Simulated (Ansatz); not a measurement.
Ag: several calculations on one system

## 1. Relaxation

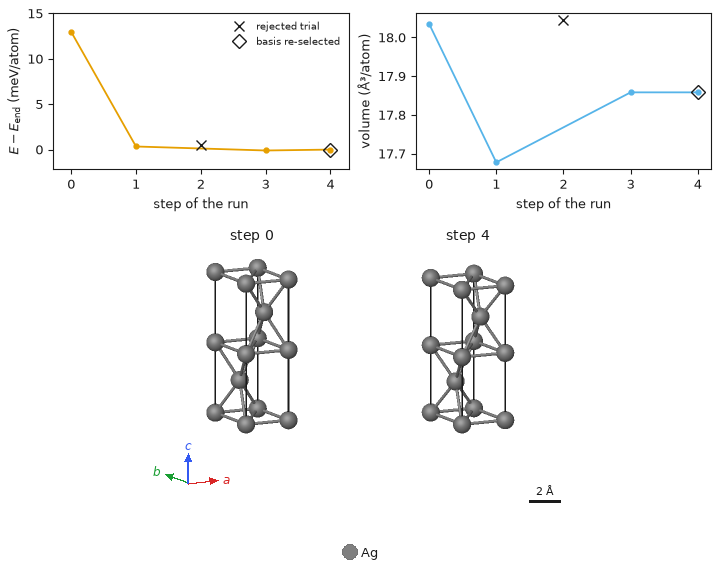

First and last geometry of a relaxation of crystalline Ag (set up in P6_3/mmc), with the history of the run. Style: ball-and-stick. Shown: the cell of the calculation, from a free direction.

Computed with Ansatz 0.2.0, DFT PBE, scalar-relativistic, plane waves, PAW.

The input:
```yaml
crystal:
  lattice:
    - [2.8862, 0.0, 0.0]
    - [-1.4431, 2.4995225204, 0.0]
    - [0.0, 0.0, 10.0]
  atoms:
    - { symbol: Ag, position: [0.3333333333, 0.6666666667, 0.25] }
    - { symbol: Ag, position: [0.6666666667, 0.3333333333, 0.75] }
    - { symbol: Ag, position: [0.0, 0.0, 0.0] }
    - { symbol: Ag, position: [0.0, 0.0, 0.5] }
basis:
  ecutwfc: 420
kpoints:
  mp_grid: { grid: [18, 18, 4] }
hamiltonian:
  xc: pbe
scf:
  occupations: { method: gaussian, width: 0.1 }
output:
  forces: true
  stress: true
  eigenvalues: true
relax:
  adjacent_minimum: "off"
  f_tol: 0.005
  max_steps: 80
  cell: { stress_tol: 0.05 }
```

Run as
```bash
ansatz run input.yaml --threads 1 --pin off --max-ram 2560MiB --backend cpu --events-out ev --progress --plain --runs-dir out
```

> Read the history and describe the run.

It converged. After 2 accepted moves (4 points after the start) the energy has fallen by 13.0 meV per atom. All forces vanish by symmetry, so only the cell relaxes. Pressure: −0.34 GPa at the start and −0.03 GPa at the end. The line search rejected the trial step at point 2 of the run. The SCF was repeated once at an unchanged geometry on a basis and grid sized afresh for the cell, which shifted the energy by 0.1 meV per atom at most. The atoms keep their places relative to the cell (all moves are under 0.005 Å). The drawn cell changes as follows: a = b 2.886 → 2.937 Å (+1.8 %), c 10.000 → 9.564 Å (−4.4 %); the volume changes by −1.0 %. Near-neighbour distances that change, for instance: Ag1–Ag3 3.004 → 2.931 Å, Ag1–Ag1 2.886 → 2.937 Å. The space group stays P6_3/mmc (No. 194). Cost: 91 s on 1 thread of Arm Neoverse V1 (shared host), peak memory 0.5 GiB.

## 2. Relaxation

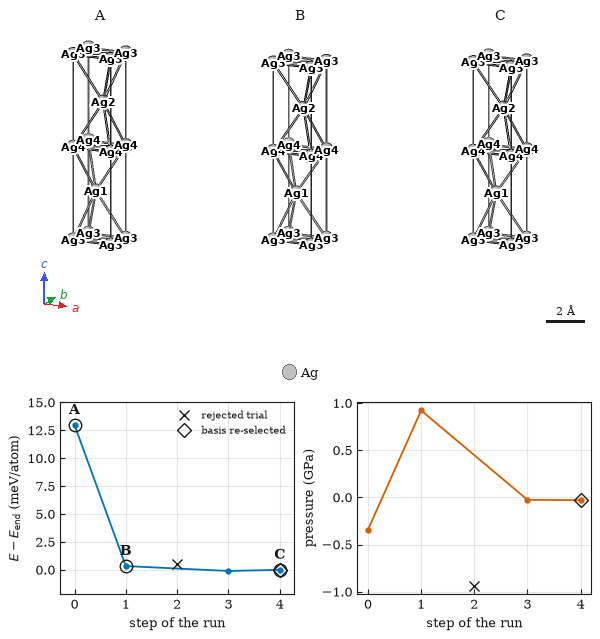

Frames of a relaxation of a crystal of Ag (set up in P6_3/mmc), marked on the history of the run. A ball-and-stick model of the cell of the calculation, seen slightly off an axis.

These are results of DFT PBE, scalar-relativistic, plane waves, PAW; settings changed (Ansatz 0.2.0), not measurements.

Input
```yaml
crystal:
  lattice:
    - [2.8862, 0.0, 0.0]
    - [-1.4431, 2.4995225204, 0.0]
    - [0.0, 0.0, 10.0]
  atoms:
    - { symbol: Ag, position: [0.3333333333, 0.6666666667, 0.25] }
    - { symbol: Ag, position: [0.6666666667, 0.3333333333, 0.75] }
    - { symbol: Ag, position: [0.0, 0.0, 0.0] }
    - { symbol: Ag, position: [0.0, 0.0, 0.5] }
basis:
  ecutwfc: 420
  ecutrho_ratio: 8
kpoints:
  mp_grid: { grid: [18, 18, 4] }
hamiltonian:
  xc: pbe
scf:
  occupations: { method: gaussian, width: 0.1 }
  algorithm: density_mixing
output:
  forces: true
  eigenvalues: true
  stress: true
relax:
  adjacent_minimum: "off"
  f_tol: 0.001
  max_steps: 80
  cell: { stress_tol: 0.05 }
  max_displacement: 0.5
```

Run as
```bash
ansatz run input.yaml --threads 1 --pin off --max-ram 2560MiB --backend cpu --events-out ev --progress --plain --runs-dir out
```

### Describe the path.

The energy falls by 13.0 meV per atom in 2 accepted moves (4 points after the start). All forces vanish by symmetry, so only the cell relaxes. Pressure: −0.34 GPa at the start and −0.03 GPa at the end. The line search rejected the trial step at point 2 of the run. At 1 point the geometry stayed and the basis and grid were re-selected for the new cell (energy shift of 0.1 meV per atom at most each time). No atom moves by more than 0.005 Å relative to the cell. The volume changes by −1.0 %, with a = b 2.886 → 2.937 Å (+1.8 %), c 10.000 → 9.564 Å (−4.4 %). Among the contacts that change: Ag1–Ag3 3.004 → 2.931 Å, Ag1–Ag1 2.886 → 2.937 Å. The space group stays P6_3/mmc (No. 194). The run took 95 s on 1 thread of Arm Neoverse V1 (shared host), peak memory 0.57 GiB. From step 0 to 1: volume −2.0 %, energy −12.6 meV per atom. From step 1 to 4: volume +1.0 %, energy −0.3 meV per atom.

```tsv
step	E − E(0), meV/atom	pressure, GPa	volume, Å³/atom	note
0	0.00	-0.34	18.035	
1	-12.64	0.92	17.678	
2	-12.42	-0.93	18.045	rejected
3	-13.08	-0.02	17.858	
4	-12.98	-0.03	17.858	same geometry, new basis
```

## 3. A change

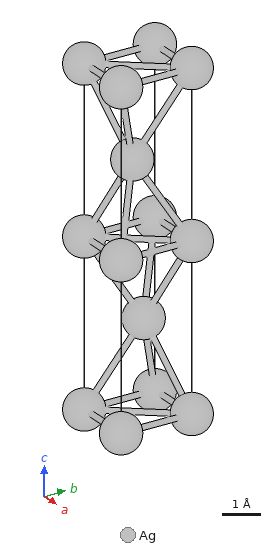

This is crystalline Ag (set up in P6_3/mmc). Style: ball-and-stick. Shown: the cell of the calculation, slightly off an axis.

Level of theory: Ansatz, DFT PBE, scalar-relativistic, plane waves, PAW. Settings: plane-wave cutoff 420 eV; k-point mesh 18 × 18 × 4; occupations gaussian; smearing width 0.1 eV; no spin polarisation.

Change: The volume is changed by −12.0 %. The atoms are relaxed in that cell.

What is the effect?

Answer. Cell: a = b 2.937 → 2.815 Å (−4.1 %), c 9.564 → 9.157 Å (−4.3 %). Volume −12.0 %. The atoms keep their places relative to the cell (all moves are under 0.005 Å). Among the bonded contacts that change: Ag–Ag 2.934 → 2.808 to 2.815 Å. The space group stays P6_3/mmc (No. 194). It costs 96.6 meV per atom. The pressure goes from 0.0 to 16.8 GPa.

The changed structure in the same view:

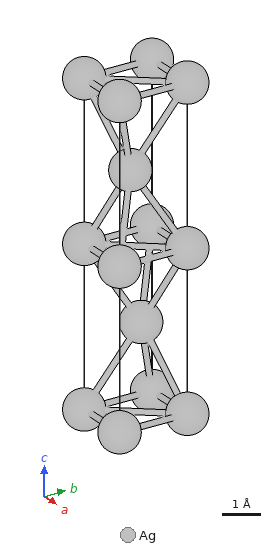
